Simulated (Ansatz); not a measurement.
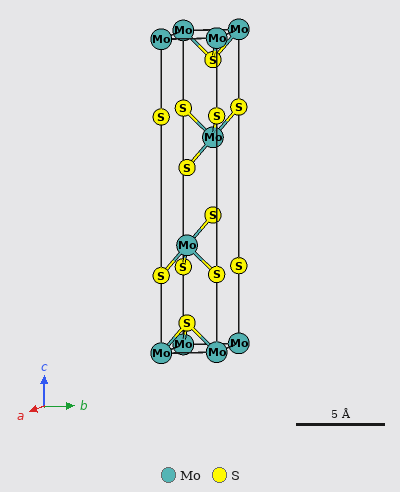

Fig. 1: The input geometry (ball-and-stick view of the cell 3 times as large as that of the calculation, set on its symmetry axes, seen slightly off an axis). Near neighbours in the crystal (not all of them lie inside the picture): Mo has 6 S at 2.42 Å; S has 3 Mo at 2.42 Å.

**MoS2: single-point calculation**

MoS2 (R-3m, 3 atoms in the cell), computed with DFT, r2SCAN, plane waves, PAW, no spin polarisation (Ansatz 0.2.0).

The structure was built on a prototype by a generator. The geometry comes from this level: r2scan-rvv10.

### The program's output
```
basis.fft_grid_basis auto: the FFT boxes are laid along the combinations [[1, 0, -1], [0, 1, -1], [0, 0, 1]] of the cell's own vectors, 3.193, 3.193 and 6.351 Å long. The dense box has 24×24×48 points. Along the cell's own vectors, as sized, it would have 48×48×48, 4.00 times as many. Of the 12 symmetry operations that the crystal satisfies within crystal.symmetry.tolerance (time reversal apart; of a slab, those that keep its plane) the dense box along the cell's own vectors carries 12, and the one as laid loses 8 of those. basis.fft_grid_basis: typed keeps the cell's own vectors: state it where this run's energies or levels are differenced outside the engine with another run's, or held beside a run that keeps those vectors.
scf.n_extra_bands = 4 over 13 filled bands (N_el = 26.0): the run solves 17 bands
Engine: ansatz 0.2.0, aarch64-unknown-linux-gnu
Pseudopotentials: kind: paw
Pseudopotential: Mo, paw, valence charge 14, recommended cutoff 500 eV (meta_gga), Mo.paw.azcp
Pseudopotential: S, paw, valence charge 6, recommended cutoff 500 eV (meta_gga), S.paw.azcp
Functional definition: r2SCAN
  parameter k0 = 0.174
  parameter k1 = 0.065
  parameter a1 = 4.9479
  exchange = r2scan_x(k0 = k0, k1 = k1, a1 = a1)
  correlation = r2scan_c
Crystal: 3 atoms, lattice volume = 53.660 Å³
Basis set: ecut = 500 eV, 1367 PW (Γ), FFT grids on a1−a3, a2−a3, a3, exchange–correlation on 96×96×192 points (64 copies of the dense FFT grid, shifted against one another)
Bands: 17, of which v1, the nominal top of the filled ones, is band 13 counted from 1 (12 counted from 0)
Symmetry: 12 space group operations
Space group: R-3m (ITA 166), of the structure as read, at distance tolerance 3.8e-5 Å
k-points: 116 of 1000
Non-local potential: Mo, projectors of the file, l = 0: 3, l = 1: 2, l = 2: 2, l = 3: 1
Non-local potential: S, projectors of the file, l = 0: 2, l = 1: 2, l = 2: 2
PAW form: soft (Blöchl's): semilocal exchange-correlation on the pseudo side does not see the compensation charge
PAW frozen core: Mo, regenerated for the run's functional (the file was generated under x = pbe(κ = 0.804, μ = 0.2195149727645171), c = pbe(β = 0.06672455060314922))
PAW frozen core: S, regenerated for the run's functional (the file was generated under x = pbe(κ = 0.804, μ = 0.2195149727645171), c = pbe(β = 0.06672455060314922))
PAW one-centre angular grid: Mo, 590 points (default); XC on 160 Gauss nodes
PAW one-centre angular grid: S, 302 points (default); XC on 160 Gauss nodes
Initial density: superposition of atomic densities (neutral atoms: chi_scale 0, normalization atom), corrected by the library's trained network
Initial wavefunctions: pseudopotential atomic-orbital guess
Functional: x = r2scan, c = r2scan; τ floored in thin density (d = 2e-4 eV/Å³)
SCF iter   1: F=—  HF=-6781.274657 eV  |F-HF|=—  |Δ(HF+E_count)|=         —  Δρ=1.23e-2  dr2=1.92e-1  dr2_τ=5.00e-2  ethr=1.77e-3  ⟨swp⟩=6.1  Hψ=10967  notcnv=0
preconditioner: auto → Kerker (q_TF=auto, 2.418 Å⁻¹)  [metal: Δε(μ)=0.004 eV  Ē_g=8.419 eV  σ=0.020 eV  W_gap=0.05  n_scr=16 (ndim 8)  ℏωp=21.5 eV  f_vac=0.010  D(μ)=0.67/eV (n_scr^D=2)]
SCF iter   2: F=—  HF=-6781.279415 eV  |F-HF|=—  |Δ(HF+E_count)|=   4.76e-3  Δρ=4.56e-3  dr2=1.34e-2  dr2_τ=4.78e-3  ethr=7.38e-4  ⟨swp⟩=2.0  Hψ=3342  notcnv=0
SCF iter   3: F=—  HF=-6781.279822 eV  |F-HF|=—  |Δ(HF+E_count)|=   4.07e-4  Δρ=2.49e-3  dr2=6.97e-3  dr2_τ=1.78e-4  ethr=5.14e-5  ⟨swp⟩=2.8  Hψ=3175  notcnv=0
SCF iter   4: F=—  HF=-6781.279971 eV  |F-HF|=—  |Δ(HF+E_count)|=   1.49e-4  Δρ=6.07e-4  dr2=5.55e-4  dr2_τ=1.05e-5  ethr=2.68e-5  ⟨swp⟩=2.0  Hψ=3201  notcnv=0
SCF iter   5: F=—  HF=-6781.279993 eV  |F-HF|=—  |Δ(HF+E_count)|=   2.27e-5  Δρ=2.15e-4  dr2=4.90e-5  dr2_τ=2.49e-6  ethr=2.13e-6  ⟨swp⟩=2.0  Hψ=2817  notcnv=0
SCF iter   6: F=—  HF=-6781.279998 eV  |F-HF|=—  |Δ(HF+E_count)|=   4.76e-6  Δρ=4.98e-5  dr2=2.24e-6  dr2_τ=8.42e-8  ethr=1.89e-7  ⟨swp⟩=2.7  Hψ=2872  notcnv=0
SCF iter   7: F=—  HF=-6781.279999 eV  |F-HF|=—  |Δ(HF+E_count)|=   5.73e-7  Δρ=1.60e-5  dr2=1.48e-7  dr2_τ=9.34e-9  ethr=8.63e-9  ⟨swp⟩=2.1  Hψ=2922  notcnv=0
SCF iter   8: F=-6781.279999 eV  HF=-6781.279999 eV  |F-HF|=3.36e-9  |Δ(HF+E_count)|=   1.02e-7  Δρ=3.47e-6  dr2=6.57e-9  dr2_τ=7.36e-10  ethr=3.85e-10  ⟨swp⟩=5.4  Hψ=7783  notcnv=0
SCF 1 converged in 8 iterations: F = -6781.279999 eV  dr2 = 6.57e-9
  greatest PAW one-centre occupation: 0.996 electrons in one spin orbital (limit 2), on the Mo atom at site 0 (counted from 0), in its partial waves of l = 0
NSCF: frozen V_eff on 9 k-points
SCF converged after 8 iterations
Free energy (F): -6781.279999 eV
Harris-Foulkes:  -6781.279999 eV  (|F-HF|=3.36e-9)
Internal energy: -6781.279018 eV  (E = F + TS)
E sigma→0 (E₀):  -6781.279508 eV
Entropy (-TS):   -0.000981 eV (-0.327 meV/atom)
Fermi energy:    11.044203 eV
--- Per-component energies (eV) ---
  E_band       = -175.056651
  E_kinetic    = 653.933623
  E_local      = -1896.280786  (includes V_loc(G=0)·N_el)
  E_nonlocal   = 198.808711
  E_hartree    = 721.054883
  E_xc         = -362.020551
  E_vxc        = -445.135820  (∫ρ·V_xc dr)
  E_paw        = -4435.873086  (= ΣΔE_a)
  E_vpaw       = -154.199417  (= ΣTr[D̂ρ^β])
  E_aug_tail   = 0.000008  (compensation charges beyond the density's cutoff)
  E_vtau       = 25.705083  (kinetic-family band-sum trace: ∫τ·v_τ [+ j·A + Jᵃ·Aᵃ] dr)
  E_ewald      = -1660.461083
  E_core_change = -0.440737  (= ΣΔE_core)
  E_smearing   = -0.000981  (= −TS)
  E_closure    = 0.000000  (closes the sum)
  Σ components = -6781.279999   (vs F -6781.279999, Δ=0.00e0)
--- Forces (eV/Å), atoms counted from 1 ---
  atom   1  Mo    -0.00000000    -0.00000000     0.00000000
  atom   2  S      0.00000000    -0.00000000     0.07300049
  atom   3  S      0.00000000     0.00000000    -0.07300049
  max |Σ_I F_I| component: 1.39e-17 eV/Å
--- Stress (GPa, compression-positive) ---
        1.146734       0.000000       0.000000
        0.000000       1.146734      -0.000000
        0.000000      -0.000000       1.204070
  P = ⅓ Tr σ = 1.1658 GPa (11.658 kbar)
--- Band table (eV; the first three rows and the last of 116) ---
  k-point 0: bands = ["-52.8190", "-26.1303", "-26.0485", "-26.0485", "-4.7575", "-3.1036", "3.7562", "6.8286", "6.8286", "9.2405", "9.7108", "10.0139", "10.0139", "10.7082", "10.7082", "14.3165", "14.3165"]
  k-point 1: bands = ["-52.8153", "-26.1228", "-26.0856", "-26.0570", "-4.5934", "-3.0739", "3.9691", "6.4645", "6.9103", "9.0432", "9.3446", "9.4675", "9.8391", "10.9823", "11.2508", "13.9309", "14.2172"]
  k-point 2: bands = ["-52.8055", "-26.1819", "-26.1028", "-26.0791", "-4.1399", "-2.9831", "4.5006", "5.9296", "7.0236", "7.4341", "8.9744", "9.1676", "9.6300", "11.3645", "11.7596", "13.8297", "14.1151"]
  k-point 115: bands = ["-52.8190", "-26.1304", "-26.0485", "-26.0485", "-4.4260", "-3.6158", "4.9491", "6.8465", "6.8542", "6.8542", "10.0282", "10.0282", "10.5684", "10.5684", "10.9241", "14.4670", "14.4670"]
```

### File bands.tsv
```
# k_distance	band_0	band_1	band_2	band_3	band_4	band_5	band_6	band_7	band_8	band_9	band_10	band_11	band_12	band_13	band_14	band_15	band_16
# fermi_ev = 11.044203
# lock_threshold_ev = 1e-6
# [0, 0, 0] at k_distance = 0.000000
# [0.5, 0.5, 0.5] at k_distance = 0.516945
# [0.8179966967, 0.1820033033, 0.5] at k_distance = 1.768429
# [0.5, -0.1820033033, 0.1820033033] at k_distance = 2.128566
# [0.5, 0, 0] at k_distance = 2.844845
# [0.3410016516, -0.3410016516, 0] at k_distance = 3.538120
# [0.6589983484, 0, 0.3410016516] at k_distance = 3.886691
# [0.5, 0, 0.5] at k_distance = 4.512434
# [0.5, -0.1638029729, 0.1638029729] at k_distance = 5.196132
# levels_relative_to = fermi_ev
# free_energy_ev = -6781.279999
# largest_residual_norms_ev = 9.660e-4 2.700e-4 2.560e-4 2.730e-4 7.570e-4 1.584e-3 1.445e-3 1.699e-3 1.424e-3 1.608e-3 1.285e-3 1.238e-3 1.273e-3 1.566e-3 1.425e-3 1.484e-3 1.981e-3
0.000000	-63.863215	-37.174523	-37.092703	-37.092703	-15.801685	-14.147825	-7.288024	-4.215572	-4.215572	-1.803678	-1.333425	-1.030276	-1.030276	-0.336008	-0.336008	3.272314	3.272314
0.516945	-63.863212	-37.174631	-37.092708	-37.092708	-15.470197	-14.659954	-6.095127	-4.197673	-4.189970	-4.189970	-1.015999	-1.015999	-0.475850	-0.475850	-0.120152	3.422775	3.422775
1.768429	-63.819293	-37.373080	-37.338076	-37.085318	-13.541766	-13.435436	-6.027491	-5.979353	-5.591559	-4.719419	-4.011134	-3.498899	0.216577	0.584631	0.922402	3.256380	3.461514
2.128566	-63.819293	-37.373080	-37.338076	-37.085318	-13.541766	-13.435436	-6.027491	-5.979353	-5.591559	-4.719419	-4.011134	-3.498899	0.216577	0.584631	0.922402	3.256380	3.461514
2.844845	-63.824060	-37.471434	-37.180704	-37.094704	-14.121765	-13.196189	-7.174441	-5.514057	-5.505382	-4.436551	-3.034001	-1.989322	-1.701785	1.056817	1.965829	3.262962	4.128943
3.538120	-63.819179	-37.365398	-37.347082	-37.085089	-13.501086	-13.467722	-6.072223	-5.802158	-5.746811	-4.586734	-4.135041	-3.529102	0.249085	0.696774	0.797313	3.176627	3.514568
3.886691	-63.819179	-37.365398	-37.347082	-37.085089	-13.501086	-13.467722	-6.072223	-5.802158	-5.746811	-4.586734	-4.135041	-3.529102	0.249085	0.696774	0.797313	3.176627	3.514568
4.512434	-63.824057	-37.471430	-37.180696	-37.094713	-14.007259	-13.338710	-7.393860	-5.604858	-4.754415	-4.338239	-3.067210	-2.349289	-1.982150	1.057631	1.729766	3.796007	4.972134
5.196132	-63.819154	-37.359812	-37.353021	-37.085036	-13.494252	-13.472783	-6.046928	-5.852380	-5.727925	-4.498925	-4.142063	-3.635027	0.362253	0.608962	0.808912	3.016585	3.632451
```

This output came from the following input.

### The input
```yaml
crystal:
  lattice:
    - [1.596530044, 0.9217570506, 6.077231429]
    - [-1.596530044, 0.9217570506, 6.077231429]
    - [0.0, -1.8435141013, 6.077231429]
  atoms:
    - { symbol: Mo, position: [0.0, 0.0, 0.0] }
    - { symbol: S, position: [0.2474267342, 0.2474267342, 0.2474267342] }
    - { symbol: S, position: [0.7525732658, 0.7525732658, 0.7525732658] }
kpoints:
  mp_grid: { grid: [10, 10, 10] }
  band_path:
    path:
      - [0.0, 0.0, 0.0]
      - [0.5, 0.5, 0.5]
      - [0.8179966967, 0.1820033033, 0.5]
      - [0.5, -0.1820033033, 0.1820033033]
      - [0.5, 0.0, 0.0]
      - [0.3410016516, -0.3410016516, 0.0]
      - [0.6589983484, 0.0, 0.3410016516]
      - [0.5, 0.0, 0.5]
      - [0.5, -0.1638029729, 0.1638029729]
    npoints: 1
hamiltonian:
  xc: r2scan
scf:
  occupations: { method: fermi_dirac, width: 0.02 }
  n_extra_bands: 4
output:
  forces: true
  stress: true
  eigenvalues: true
```

### Results in brief

```json
{"quantity": "outcome", "value": "converged"}
{"quantity": "space group (tolerance 0.01 Å)", "value": "R-3m (166)"}
{"quantity": "electrons treated", "value": "26"}
{"quantity": "free energy", "value": "−6781.2800 eV"}
{"quantity": "Fermi energy", "value": "11.044 eV"}
{"quantity": "band gap", "value": "none (metallic)"}
{"quantity": "pressure", "value": "1.17 GPa"}
{"quantity": "largest force (length of the vector)", "value": "0.073 eV/Å"}
{"quantity": "hardware", "value": "2 threads of an Arm (aarch64) CPU, shared host"}
{"quantity": "wall time", "value": "6.7 s (CPU time 13 s)"}
{"quantity": "peak memory", "value": "0.5 GiB"}
```
